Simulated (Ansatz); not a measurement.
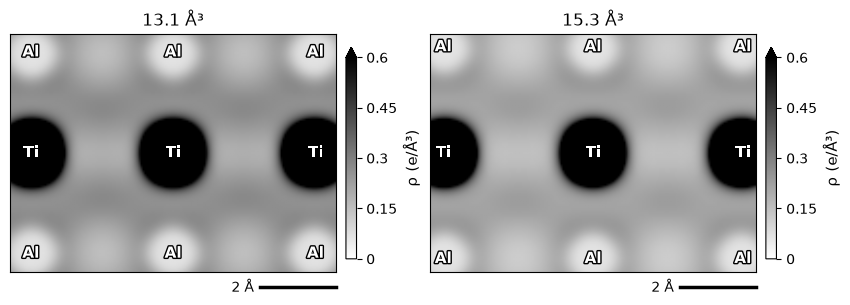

TiAl3. The valence electron density of cells scaled evenly to different volumes (given per atom above each panel), on the (110) plane of each (indices in the axes of the cell below), at one length scale and on one colour scale.

A structure from a database of computed crystals, not necessarily the ambient phase; computed without spin polarisation.

Level of theory: DFT PBEsol, scalar-relativistic, plane waves, PAW in Ansatz.

The density is the valence pseudo-density of a PAW calculation; it isn't the true density close to the nuclei.

The largest cell:

```
Ti Al
1.0
     3.93714    0.00000    0.00000
     0.00000    3.93714    0.00000
     0.00000    0.00000    3.93714
Ti Al
1 3
Direct
  0.00000 0.00000 0.00000
  0.50000 0.50000 0.00000
  0.50000 0.00000 0.50000
  0.00000 0.50000 0.50000
```

| volume (Å³/atom) | Ti–Al contact in the plane (Å) | ρ at its midpoint (e/Å³) | pressure (GPa) | 
| --- | --- | --- | --- |
| 13.09 | 2.645 | 0.260 | 25.0 | 
| 14.88 | 2.761 | ? | ? | 
| 15.26 | 2.784 | 0.217 | 1.0 | 

> Estimate the missing row, and compare with the calculation.

Over the known rows ln ρ falls by 1.30 per Å of Ti–Al distance (the line through the two), which gives 0.224 e/Å³ at 2.761 Å; the calculation gives 0.224 e/Å³. For the pressure, a straight line in volume between the neighbouring rows gives 5.2 GPa; the calculation gives 4.0, lower because pressure rises ever faster on compression.
